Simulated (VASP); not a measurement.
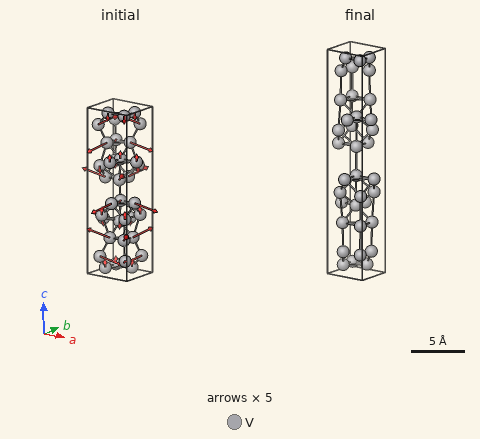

The structure of crystalline V (a generated structure, set up in R-3m) before (left) and after (right) a relaxation, at one scale. The red arrows give the displacements (the part carried along by the change of the cell is left out), magnified 5 times.

Style: ball-and-stick. Shown: the conventional cell (3 times the calculation's cell), slightly off an axis. Lengths and directions refer to the drawn axes.

The run lets cell and atoms move.

All numbers below come from Kohn-Sham DFT of a periodic cell, PBEsol, VASP PAW PBE potentials, recommended in VASP.

Input file:
```
SYSTEM = V
  PREC = Accurate
  ENCUT = 600
  EDIFF = 1E-6
  ISMEAR = 0
  SIGMA = 0.1
  LREAL = .False.
  LASPH = .True.
  NELM = 100
  ALGO = Fast
  ISIF = 3
  LWAVE = .False.
  LCHARG = .False.
  GGA = PS
  IBRION = 2
  NSW = 90
  EDIFFG = -0.04
```

Run as
```bash
cat potpaw_PBE.64/V_sv/POTCAR > POTCAR
mpirun -np 1 vasp_std > vasp.out
```

Summarise the run.

The run was cut off at its time limit before the relaxation converged, so the last structure is only a point on the way. The largest moves relative to the cell, 0.51 Å, are those of V atoms. Cell: a = b 6.214 → 5.504 Å (−11.4 %), c 15.895 → 21.473 Å (+35.1 %). Volume +6.0 %. Among the contacts that change: V–V 3.998 → 2.692 Å, V–V 2.111 → 2.792 Å, V–V 2.275 → 2.888 Å, V–V 2.216 → 2.812 Å. Among the angles between lasting bonds that change: V–V–V 129.2° → 176.5°, V–V–V 115.0° → 88.8°, V–V–V 107.0° → 89.3°. The space group stays R-3m (No. 166). After 14 geometry steps the energy has fallen by 7.889 eV per cell of the calculation. Largest force component: 2.9 eV/Å at the start, 1.7 eV/Å at the end. The pressure goes from 34.19 to 6.75 GPa.
